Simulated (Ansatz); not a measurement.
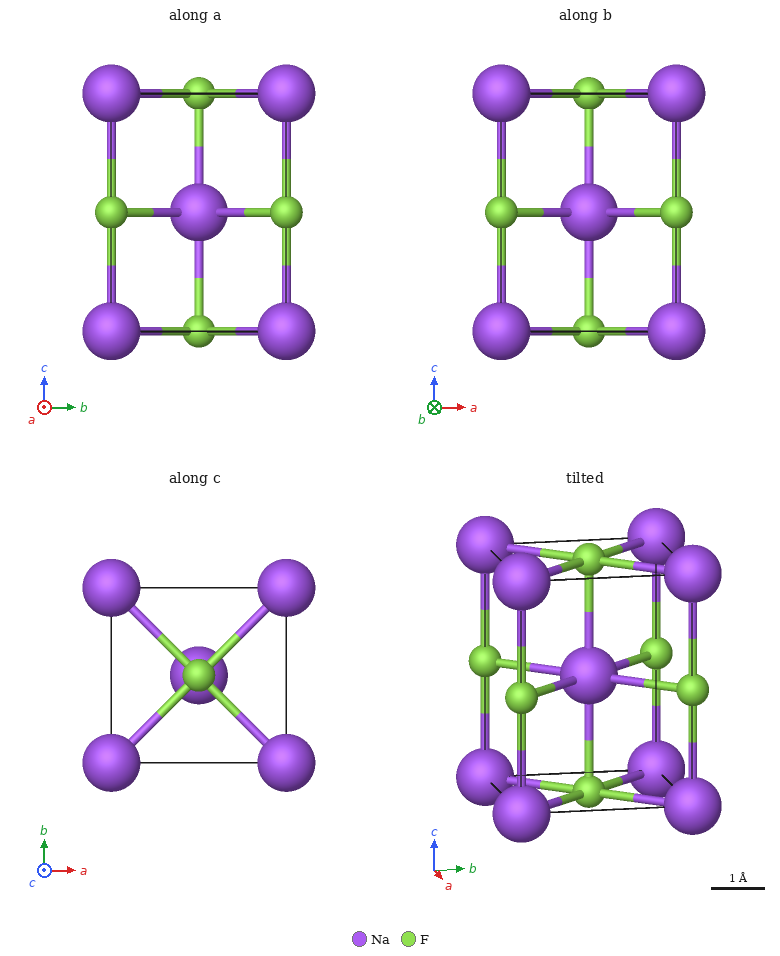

This ball-and-stick model is shown along the a axis, along the b axis, along the c axis and slightly off an axis. One conventional unit cell is framed, with atoms on its boundary repeated.

Lattice parameters: a = 3.346 Å, b = 3.346 Å, c = 4.545 Å, α = 90.00°, β = 90.00°, γ = 90.00°.

**Give the structure in the form of a table of Wyckoff sites.**

Space group I4/mmm (No. 139).
| atom | site | x | y | z |
| --- | --- | --- | --- | --- |
| Na | 2a | 0.0000 | 0.0000 | 0.0000 |
| F | 2b | 0.0000 | 0.0000 | 0.5000 |

The model was built from a structure type filled with these elements by a generator (whether the compound takes this form wasn't checked). Earlier steps of the study may have refined or changed the cell and positions. It was the input of a calculation with Ansatz.
